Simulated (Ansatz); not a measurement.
**SnO₂: geometry relaxation (part 2 of 3)**

SnO₂ (slab, 24 atoms in the cell); DFT PBEsol, scalar-relativistic, plane waves, PAW, no spin polarisation (Ansatz 0.2.0); cutoff 420 eV, 8×4×1 k-mesh, Gaussian smearing of 0.05 eV. The structure derives from an entry of the Crystallography Open Database. It belongs to a series of runs on one base structure; here: (1 1 0) slab, atoms relaxed.

Geometry of the input (Å; fractional positions):
```
3.2121  0.0000  0.0000
0.0000  6.7443  0.0000
0.0000  0.0000  27.7296
O  0.0000  0.0000  0.2705
Sn 0.0000  0.5000  0.3176
Sn 0.5000  0.0000  0.3176
O  0.5000  0.3063  0.3176
O  0.5000  0.6937  0.3176
O  0.0000  0.0000  0.3647
O  0.0000  0.5000  0.3921
Sn 0.0000  0.0000  0.4392
Sn 0.5000  0.5000  0.4392
O  0.5000  0.8063  0.4392
O  0.5000  0.1937  0.4392
O  0.0000  0.5000  0.4863
O  0.0000  0.0000  0.5137
Sn 0.0000  0.5000  0.5608
Sn 0.5000  0.0000  0.5608
O  0.5000  0.3063  0.5608
O  0.5000  0.6937  0.5608
O  0.0000  0.0000  0.6079
O  0.0000  0.5000  0.6353
Sn 0.0000  0.0000  0.6824
Sn 0.5000  0.5000  0.6824
O  0.5000  0.8063  0.6824
O  0.5000  0.1937  0.6824
O  0.0000  0.5000  0.7295
```

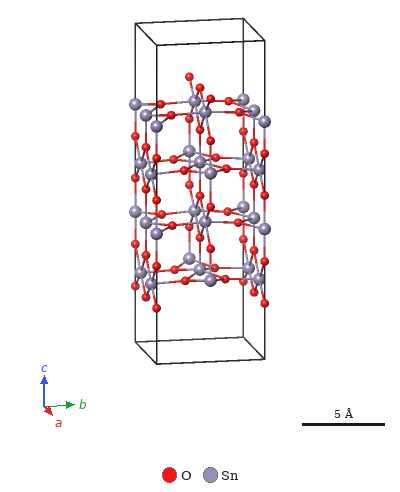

Figure 1. The geometry at step 5 of the log (ball-and-stick view of the 2 × 1 repeat of the cell, with the vacuum cut short, seen slightly off an axis).

Log, continued
```
SCF iter   1: F=—  HF=-56569.392625 eV  |F-HF|=—  |Δ(HF+E_count)|=         —  Δρ=1.54e-2  dr2=9.74e-1  ethr=4.67e-4  p=0.000 e·Å  D=6.22e-6 V/Å  ΔV_dip=-0.00 eV  dr2_dipole=8.98e-9  V_vac-E_F(+/−)=6.75/6.75 eV  ⟨swp⟩=1.1  Hψ=7704  notcnv=0  defer=266
efield: sawtooth ramp at fractional position 0.9800 (handed on by an earlier solve), width 0.0400; the density the first Hamiltonian is built on has a dipole p = 0.000 e·Å; the dipole correction subtracts the counter field D = 6.22e-6 V/Å, which shifts the + side's vacuum level by -0.00 eV against the − side's; the planar-averaged density in the ramp window peaks in size at 1.6e-6 e/Å³
preconditioner: auto → Resta (q_TF=auto, 2.286 Å⁻¹)  ε∞=2.4  [insulator: Δε(μ)=0.628 eV  Ē_g=18.671 eV  σ=0.050 eV  W_gap=1.00  n_scr=130 (ndim 8)  ℏωp=21.9 eV  f_vac=0.492  D(μ)=0.00/eV (n_scr^D=0)  ε∞_Penn≈2.4  vacuum switching on, ρ_ref=2.5e-2 e/Å³]
SCF iter   2: F=—  HF=-56569.110887 eV  |F-HF|=—  |Δ(HF+E_count)|=   2.82e-1  Δρ=7.42e-3  dr2=1.84e-1  ethr=4.67e-4  p=-0.000 e·Å  D=-1.11e-5 V/Å  ΔV_dip=0.00 eV  dr2_dipole=7.21e-9  V_vac-E_F(+/−)=6.97/6.97 eV  ⟨swp⟩=2.3  Hψ=2422  notcnv=0  defer=266
SCF iter   3: F=—  HF=-56569.067854 eV  |F-HF|=—  |Δ(HF+E_count)|=   4.30e-2  Δρ=3.67e-3  dr2=6.77e-2  ethr=8.85e-5  p=0.000 e·Å  D=2.12e-5 V/Å  ΔV_dip=-0.00 eV  dr2_dipole=6.44e-8  V_vac-E_F(+/−)=7.04/7.04 eV  ⟨swp⟩=2.2  Hψ=3155  notcnv=0  defer=268
SCF iter   4: F=—  HF=-56569.054036 eV  |F-HF|=—  |Δ(HF+E_count)|=   1.38e-2  Δρ=8.50e-4  dr2=3.65e-3  ethr=3.25e-5  p=-0.000 e·Å  D=-1.83e-5 V/Å  ΔV_dip=0.00 eV  dr2_dipole=3.08e-8  V_vac-E_F(+/−)=7.06/7.06 eV  ⟨swp⟩=2.0  Hψ=2618  notcnv=0  defer=268
SCF iter   5: F=—  HF=-56569.053775 eV  |F-HF|=—  |Δ(HF+E_count)|=   2.61e-4  Δρ=3.01e-4  dr2=4.66e-4  ethr=1.75e-6  p=0.000 e·Å  D=1.96e-5 V/Å  ΔV_dip=-0.00 eV  dr2_dipole=4.75e-8  V_vac-E_F(+/−)=7.07/7.07 eV  ⟨swp⟩=3.1  Hψ=3304  notcnv=0  defer=268
SCF iter   6: F=—  HF=-56569.053780 eV  |F-HF|=—  |Δ(HF+E_count)|=   4.53e-6  Δρ=1.38e-4  dr2=8.19e-5  ethr=4.81e-8  p=-0.000 e·Å  D=-1.75e-5 V/Å  ΔV_dip=0.00 eV  dr2_dipole=2.75e-8  V_vac-E_F(+/−)=7.07/7.07 eV  ⟨swp⟩=28.5  Hψ=25462  notcnv=0
SCF iter   7: F=-56569.053777 eV  HF=-56569.053788 eV  |F-HF|=1.10e-5  |Δ(HF+E_count)|=   7.97e-6  Δρ=5.84e-5  dr2=2.21e-5  ethr=3.94e-8  p=0.000 e·Å  D=8.14e-6 V/Å  ΔV_dip=-0.00 eV  dr2_dipole=9.96e-9  V_vac-E_F(+/−)=7.07/7.07 eV  ⟨swp⟩=17.9  Hψ=21738  notcnv=0
SCF 2 converged in 7 iterations: F = -56569.053777 eV  dr2 = 2.21e-5
[... from here on the iterations of each SCF are left out, up to the last one ...]
relax step   2: F+E_penalty+E_count = -56569.05377659 eV  Δ(F+E_penalty+E_count) = -9.181e-1 eV  max|allowed force component| = 1.095e0 eV/Å  Δτ_max = 0.1647 Å  (7 SCF iters, dr2 threshold 1.00e-4 eV, accepted)
efield: sawtooth ramp at fractional position 0.9800 (handed on by an earlier solve), width 0.0400; the density the first Hamiltonian is built on has a dipole p = 0.000 e·Å; the dipole correction subtracts the counter field D = 8.14e-6 V/Å, which shifts the + side's vacuum level by -0.00 eV against the − side's; the planar-averaged density in the ramp window peaks in size at 3.0e-6 e/Å³
preconditioner: auto → Resta (q_TF=auto, 2.286 Å⁻¹)  ε∞=2.4  [insulator: Δε(μ)=0.789 eV  Ē_g=18.717 eV  σ=0.050 eV  W_gap=1.00  n_scr=130 (ndim 8)  ℏωp=21.9 eV  f_vac=0.491  D(μ)=0.00/eV (n_scr^D=0)  ε∞_Penn≈2.4  vacuum switching on, ρ_ref=2.5e-2 e/Å³]
SCF 3 converged in 6 iterations: F = -56569.182031 eV  dr2 = 5.83e-6
relax step   3: F+E_penalty+E_count = -56569.18203116 eV  Δ(F+E_penalty+E_count) = -1.283e-1 eV  max|allowed force component| = 2.579e-1 eV/Å  Δτ_max = 0.0663 Å  (6 SCF iters, dr2 threshold 7.50e-5 eV, accepted)
efield: sawtooth ramp at fractional position 0.9800 (handed on by an earlier solve), width 0.0400; the density the first Hamiltonian is built on has a dipole p = -0.000 e·Å; the dipole correction subtracts the counter field D = -5.01e-6 V/Å, which shifts the + side's vacuum level by +0.00 eV against the − side's; the planar-averaged density in the ramp window peaks in size at 3.4e-6 e/Å³
preconditioner: auto → Resta (q_TF=auto, 2.286 Å⁻¹)  ε∞=2.4  [insulator: Δε(μ)=0.862 eV  Ē_g=18.708 eV  σ=0.050 eV  W_gap=1.00  n_scr=130 (ndim 8)  ℏωp=21.9 eV  f_vac=0.491  D(μ)=0.00/eV (n_scr^D=0)  ε∞_Penn≈2.4  vacuum switching on, ρ_ref=2.5e-2 e/Å³]
SCF 4 converged in 6 iterations: F = -56569.190039 eV  dr2 = 5.21e-7
relax step   4: F+E_penalty+E_count = -56569.19003871 eV  Δ(F+E_penalty+E_count) = -8.008e-3 eV  max|allowed force component| = 7.624e-2 eV/Å  Δτ_max = 0.0151 Å  (6 SCF iters, dr2 threshold 4.16e-6 eV, accepted)
efield: sawtooth ramp at fractional position 0.9800 (handed on by an earlier solve), width 0.0400; the density the first Hamiltonian is built on has a dipole p = 0.000 e·Å; the dipole correction subtracts the counter field D = 1.36e-6 V/Å, which shifts the + side's vacuum level by -0.00 eV against the − side's; the planar-averaged density in the ramp window peaks in size at 3.1e-6 e/Å³
preconditioner: auto → Resta (q_TF=auto, 2.286 Å⁻¹)  ε∞=2.4  [insulator: Δε(μ)=0.858 eV  Ē_g=18.703 eV  σ=0.050 eV  W_gap=1.00  n_scr=130 (ndim 8)  ℏωp=21.9 eV  f_vac=0.491  D(μ)=0.00/eV (n_scr^D=0)  ε∞_Penn≈2.4  vacuum switching on, ρ_ref=2.5e-2 e/Å³]
SCF 5 converged in 7 iterations: F = -56569.190287 eV  dr2 = 3.51e-8
relax step   5: F+E_penalty+E_count = -56569.19028707 eV  Δ(F+E_penalty+E_count) = -2.484e-4 eV  max|allowed force component| = 8.095e-2 eV/Å  Δτ_max = 0.0086 Å  (7 SCF iters, accepted)
efield: sawtooth ramp at fractional position 0.9800 (handed on by an earlier solve), width 0.0400; the density the first Hamiltonian is built on has a dipole p = -0.000 e·Å; the dipole correction subtracts the counter field D = -3.73e-6 V/Å, which shifts the + side's vacuum level by +0.00 eV against the − side's; the planar-averaged density in the ramp window peaks in size at 3.1e-6 e/Å³
preconditioner: auto → Resta (q_TF=auto, 2.286 Å⁻¹)  ε∞=2.4  [insulator: Δε(μ)=0.871 eV  Ē_g=18.710 eV  σ=0.050 eV  W_gap=1.00  n_scr=130 (ndim 8)  ℏωp=21.9 eV  f_vac=0.491  D(μ)=0.00/eV (n_scr^D=0)  ε∞_Penn≈2.4  vacuum switching on, ρ_ref=2.5e-2 e/Å³]
SCF 6 converged in 6 iterations: F = -56569.190846 eV  dr2 = 5.86e-8
relax step   6: F+E_penalty+E_count = -56569.19084593 eV  Δ(F+E_penalty+E_count) = -5.589e-4 eV  max|allowed force component| = 4.929e-3 eV/Å  Δτ_max = 0.0041 Å  (6 SCF iters, dr2 threshold 5.73e-7 eV, accepted)
iter 1 solved again at ethr=3.48e-11 eV; its pass at ethr=3.10e-3 eV (dr2=7.24e-8 eV) is discarded
SCF iter   1: F=—  HF=-56569.191121 eV  |F-HF|=—  |Δ(HF+E_count)|=         —  Δρ=4.67e-6  dr2=7.51e-8  ethr=3.48e-11  p=0.000 e·Å  D=3.53e-7 V/Å  ΔV_dip=-0.00 eV  dr2_dipole=2.75e-13  V_vac-E_F(+/−)=7.11/7.11 eV  ⟨swp⟩=2.0  Hψ=5998  notcnv=0
efield: sawtooth ramp at fractional position 0.9800 (handed on by an earlier solve), width 0.0400; the density the first Hamiltonian is built on has a dipole p = 0.000 e·Å; the dipole correction subtracts the counter field D = 3.53e-7 V/Å, which shifts the + side's vacuum level by -0.00 eV against the − side's; the planar-averaged density in the ramp window peaks in size at 3.1e-6 e/Å³
preconditioner: auto → Resta (q_TF=auto, 2.286 Å⁻¹)  ε∞=2.4  [insulator: Δε(μ)=0.871 eV  Ē_g=18.707 eV  σ=0.050 eV  W_gap=1.00  n_scr=130 (ndim 8)  ℏωp=21.9 eV  f_vac=0.491  D(μ)=0.00/eV (n_scr^D=0)  ε∞_Penn≈2.4  vacuum switching on, ρ_ref=2.5e-2 e/Å³]
SCF iter   2: F=—  HF=-56569.190846 eV  |F-HF|=—  |Δ(HF+E_count)|=   2.75e-4  Δρ=2.75e-6  dr2=3.93e-8  ethr=3.48e-11  p=0.000 e·Å  D=2.56e-7 V/Å  ΔV_dip=-0.00 eV  dr2_dipole=2.23e-13  V_vac-E_F(+/−)=7.11/7.11 eV  ⟨swp⟩=13.1  Hψ=17089  notcnv=0
SCF iter   3: F=-56569.190846 eV  HF=-56569.190846 eV  |F-HF|=2.07e-9  |Δ(HF+E_count)|=   3.59e-9  Δρ=1.62e-6  dr2=1.12e-8  ethr=1.89e-11  p=0.000 e·Å  D=3.37e-7 V/Å  ΔV_dip=-0.00 eV  dr2_dipole=9.52e-14  V_vac-E_F(+/−)=7.11/7.11 eV  ⟨swp⟩=9.7  Hψ=13934  notcnv=0
SCF 7 converged in 3 iterations: F = -56569.190846 eV  dr2 = 1.12e-8
relax step   7: F+E_penalty+E_count = -56569.19084594 eV  Δ(F+E_penalty+E_count) = -1.185e-8 eV  max|allowed force component| = 4.957e-3 eV/Å  Δτ_max = 0.0000 Å  (3 SCF iters, accepted)
WARN: The output density's exchange-correlation potential varies sharply where the density is thin. Do not read a vacuum level from v_tot or v_xc, or from such a field of the output density. On a cell that repeats whose density bears no net charge and no dipole along the vacuum's axis use v_es (v_loc + v_h of the components); under efield.dipole_correction with no amplitude use v_es + v_field, which holds any external_charges[].barrier, or the levels of the report's work_function block, which leave it out; under a non-zero efield.amplitude the vacuum is tilted and has no level; on a cell that repeats and bears such a dipole with no correction it is tilted too, and efield.dipole_correction with no amplitude gives each side of its ramp a level where efield: is served; in a cell that repeats whose density bears a net charge (total_charge, or a fill off its count) it is curved and has none; of a slab under crystal.periodic whose density bears no net charge use v_es, which has a level on each side, short of where the two are joined; of another it falls or rises all the way out and has none; of a slab beside external_charges read slab_vacuum_level instead, which it has where they leave it neutral. The grid or the basis barely resolves most such structure, and the values can differ between equally converged runs; as a rule a tighter scf.convergence.dr2_threshold does not remove it. Where the density itself ripples (under the LDA too) a higher basis.ecutwfc lessens it. The files hold the spikes' plane waves up to the density's cutoff. Files: v_tot_of_output_density and the like, and their columns of v_z.tsv (output.write_potential); v_xc_of_output_density and the like, and their columns of v_comp_z.tsv (output.write_potential_components). Measured: with its Gaussian average of σ = 0.25 Å subtracted twice, the exchange-correlation potential is over 0.1 eV at 620 of the grid points where the equally averaged density (valence and model cores) is under 1e-3 e/Å³, and 0.298 eV at the most among them, at an averaged density of 6.1e-7 e/Å³. The input density's (outcome.potential() and, of a run that writes arrays, v_tot and v_xc) is over 0.1 eV, so measured, at 322 points of its own thin density, 0.299 eV at the most. See output.write_potential in the manual, Limitations
SCF converged after 3 iterations
Free energy (F): -56569.190846 eV
Harris-Foulkes:  -56569.190846 eV  (|F-HF|=2.07e-9)
Internal energy: -56569.190846 eV  (E = F + TS)
E sigma→0 (E₀):  -56569.190846 eV
Fermi energy:    1.180749 eV
Dipole field:    D = 0.000000 V/Å  (p = 0.000000 e·Å, saw-weighted, corrected)
Work function:   Φ+ = 7.1084 eV   Φ− = 7.1085 eV
Levels:          The Fermi level and band energies are counted from a zero that moves with the ramp; work functions are not
--- Per-component energies (eV) ---
  E_band       = -2326.067574
  E_kinetic    = 4307.052207
  E_local      = -232770.932271  (includes V_loc(G=0)·N_el)
  E_nonlocal   = 554.035289
  E_hartree    = 115684.451032
  E_xc         = -4172.686947
  E_vxc        = -2243.261450  (∫ρ·V_xc dr)
  E_paw        = -35044.844608  (= ΣΔE_a)
  E_vpaw       = -3541.897017  (= ΣTr[D̂ρ^β])
  E_aug_tail   = 0.039081  (compensation charges beyond the density's cutoff)
  E_efield     = 0.000000  (sawtooth field / dipole correction)
  E_vefield    = -0.000000  (∫n·V_field dr)
  E_ewald      = 94870.852046
  E_core_change = 2.843325  (= ΣΔE_core)
  E_smearing   = -0.000000  (= −TS)
  E_closure    = 0.000000  (closes the sum)
  Σ components = -56569.190846   (vs F -56569.190846, Δ=0.00e0)
--- Forces (eV/Å), atoms counted from 1 ---
  atom   1  O     -0.00000000     0.00000000    -0.00098897
  atom   2  Sn    -0.00000000    -0.00000000     0.00225910
  atom   3  Sn     0.00000000    -0.00000000     0.00077309
  atom   4  O     -0.00000000    -0.00153469    -0.00046892
  atom   5  O      0.00000000     0.00153469    -0.00046892
  atom   6  O      0.00000000    -0.00000000    -0.00254668
  atom   7  O     -0.00000000    -0.00000000    -0.00395225
  atom   8  Sn     0.00000000     0.00000000     0.00495705
  atom   9  Sn     0.00000000     0.00000000     0.00167573
  atom  10  O     -0.00000000     0.00156290    -0.00097925
  atom  11  O      0.00000000    -0.00156290    -0.00097925
  atom  12  O     -0.00000000     0.00000000     0.00448663
  atom  13  O     -0.00000000     0.00000000    -0.00448110
  atom  14  Sn    -0.00000000    -0.00000000    -0.00494206
  atom  15  Sn     0.00000000     0.00000000    -0.00169173
  atom  16  O     -0.00000000     0.00155774     0.00097620
  atom  17  O      0.00000000    -0.00155774     0.00097620
  atom  18  O     -0.00000000     0.00000000     0.00397289
  atom  19  O     -0.00000000     0.00000000     0.00259126
  atom  20  Sn     0.00000000     0.00000000    -0.00228286
  atom  21  Sn    -0.00000000     0.00000000    -0.00079922
  atom  22  O     -0.00000000    -0.00153908     0.00047296
  atom  23  O      0.00000000     0.00153908     0.00047296
  atom  24  O      0.00000000    -0.00000000     0.00096688
  max |Σ_I F_I| component: 2.37e-7 eV/Å
--- Band table (eV; the first three rows and the last of 15) ---
  k-point 0: bands = ["-20.9265", "-20.9256", "-20.5524", "-20.4693", "-20.2234", "-20.1895", "-20.1510", "-20.1510", "-20.1381", "-20.1320", "-20.1320", "-20.0321", "-20.0321", "-19.9792", "-19.7449", "-19.7440", "-19.7341", "-19.7199", "-19.5810", "-19.5773", "-19.5722", "-19.5678", "-19.5506", "-19.5480", "-19.4898", "-19.4622", "-19.4609", "-19.4591", "-19.3365", "-19.3352", "-19.2802", "-19.2801", "-18.9203", "-18.9201", "-18.8549", "-18.8549", "-18.8062", "-18.8062", "-18.6984", "-18.6984", "-18.3278", "-18.0516", "-17.5940", "-16.9352", "-16.7443", "-16.7431", "-16.6680", "-16.5932", "-16.5321", "-16.4999", "-16.4454", "-16.1162", "-15.2262", "-14.8911", "-14.8569", "-14.8076", "-7.6207", "-6.9742", "-5.9705", "-5.3918", "-5.1289", "-4.8373", "-4.0817", "-3.6747", "-3.6721", "-3.5030", "-3.3066", "-3.2886", "-3.2085", "-3.2042", "-3.0646", "-2.7953", "-2.6745", "-2.6373", "-2.4662", "-2.3240", "-2.0067", "-1.9296", "-1.8216", "-1.7168", "-1.5543", "-1.4136", "-1.3773", "-1.3109", "-1.2328", "-1.2327", "-1.1732", "-1.0987", "-1.0282", "-0.9780", "-0.9364", "-0.8799", "-0.8424", "-0.5639", "-0.2745", "-0.2133", "-0.2121", "-0.0666", "0.0860", "0.1728", "0.1797", "0.1799", "0.6576", "0.6876", "1.6142", "2.0950", "3.0103", "4.1391", "4.8795", "4.9662", "5.5599", "5.9852", "6.3263", "6.4765", "6.6618", "6.7671", "7.1073", "7.4134", "7.4371", "7.5161", "7.7633", "7.8627", "8.4164", "8.8011", "9.3036", "9.9855", "10.4334", "10.6878"]
  k-point 1: bands = ["-20.9136", "-20.9128", "-20.5116", "-20.4384", "-20.2064", "-20.1858", "-20.1506", "-20.1506", "-20.1498", "-20.1362", "-20.1357", "-20.0321", "-20.0321", "-20.0103", "-19.7453", "-19.7448", "-19.7441", "-19.7422", "-19.5871", "-19.5785", "-19.5736", "-19.5705", "-19.5377", "-19.5352", "-19.4912", "-19.4750", "-19.4741", "-19.4721", "-19.3360", "-19.3345", "-19.2802", "-19.2801", "-18.9146", "-18.9145", "-18.8549", "-18.8549", "-18.8069", "-18.8068", "-18.6991", "-18.6991", "-18.2478", "-18.0213", "-17.6067", "-17.3029", "-17.0569", "-17.0239", "-16.8399", "-16.6977", "-16.3567", "-16.2583", "-15.8766", "-15.8666", "-15.2601", "-14.9226", "-14.8001", "-14.7957", "-7.4251", "-6.8400", "-5.9257", "-5.7838", "-5.3225", "-5.3073", "-4.4737", "-4.0139", "-3.4379", "-3.4068", "-3.3665", "-3.2422", "-3.0433", "-2.9904", "-2.8658", "-2.7301", "-2.5689", "-2.5512", "-2.4232", "-2.1612", "-2.1578", "-1.9335", "-1.7118", "-1.7074", "-1.6665", "-1.6239", "-1.5181", "-1.3802", "-1.2512", "-1.0926", "-1.0729", "-0.9989", "-0.9857", "-0.9826", "-0.8375", "-0.8360", "-0.8082", "-0.8069", "-0.4463", "-0.2409", "-0.1672", "-0.0466", "0.1368", "0.1843", "0.1844", "0.2269", "0.5673", "0.5916", "2.1242", "2.4017", "3.2495", "4.2517", "4.6599", "4.8369", "5.3879", "5.7367", "6.4631", "6.5564", "6.6524", "6.7998", "7.0875", "7.4183", "7.4998", "7.5116", "7.7822", "7.8423", "8.5710", "8.9281", "9.4698", "9.7962", "9.9426", "10.2389"]
```
